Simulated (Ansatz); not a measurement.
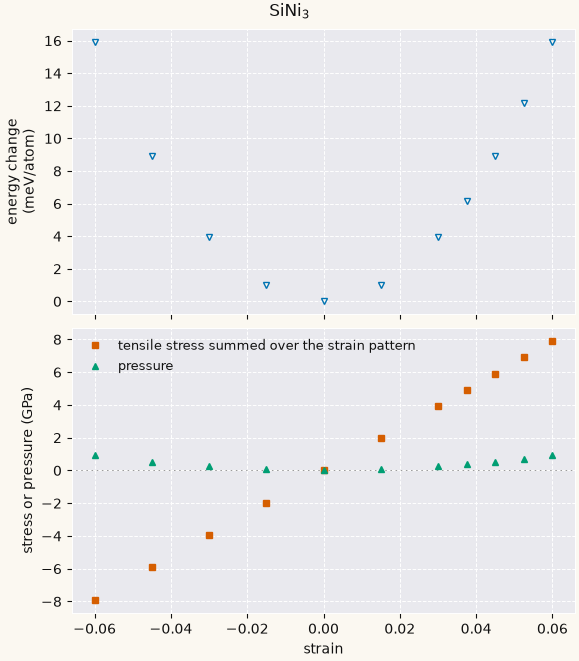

The picture above shows the energy change, tensile stress summed over the strain pattern and pressure against strain for SiNi₃, space group Pm-3m (No. 221).

Starting cell:
```
CELL_PARAMETERS angstrom
3.50626 0.00000 0.00000
0.00000 3.50626 0.00000
0.00000 0.00000 3.50626
ATOMIC_POSITIONS crystal
Si 0.00000 0.00000 0.00000
Ni 0.00000 0.50000 0.50000
Ni 0.50000 0.00000 0.50000
Ni 0.50000 0.50000 0.00000
```

Computed with Ansatz 0.2.0: homogeneous strain of a crystal along one Voigt pattern with engineering shear, fractional coordinates fixed, by plane-wave density functional theory with PAW datasets, free energies less that of the undisturbed cell, pressure positive in compression; scalar-relativistic. Level: PBE, no spin polarisation.

- wave cutoff: 420 eV
- k mesh: 14×14×14
- occupations: Gaussian
- smearing width: 0.15 eV
- k shift: (0, 0, 0) (mesh steps)
- start: relaxed
- strain pattern: (0, 0, 0, 0, 1, 0) (xx yy zz yz xz xy with engineering shear)

The points at strain −0.045, −0.015, 0.03 and 0.06 follow from computed ones by symmetry.

Q: Is the starting structure at a minimum along this coordinate?

A: Yes: the energy rises on both sides of the starting structure, which is therefore a minimum along this path.

Q: How does the tensile stress summed over the strain pattern vary with strain?

A: It rises from −7.9 GPa at strain −0.0600 to 7.9 GPa at 0.0600, and changes sign near 0.000.

Q: What does the pressure do across the range?

A: It goes from 0.931 GPa at strain −0.0600 to 0.931 GPa at 0.0600, not monotonically, with a low of 0.032 GPa at 0.0000.

Q: Which elastic constant follows from the slope of the stress, and how large is it?

A: The slope of stress against strain at the start, which at zero pressure is the clamped-ion constant C55, is 130 GPa.

Q: What does the calculation give for the second derivative of tensile stress?

A: 0 GPa.

Note: no spin polarisation, a magnetic state may lie lower.
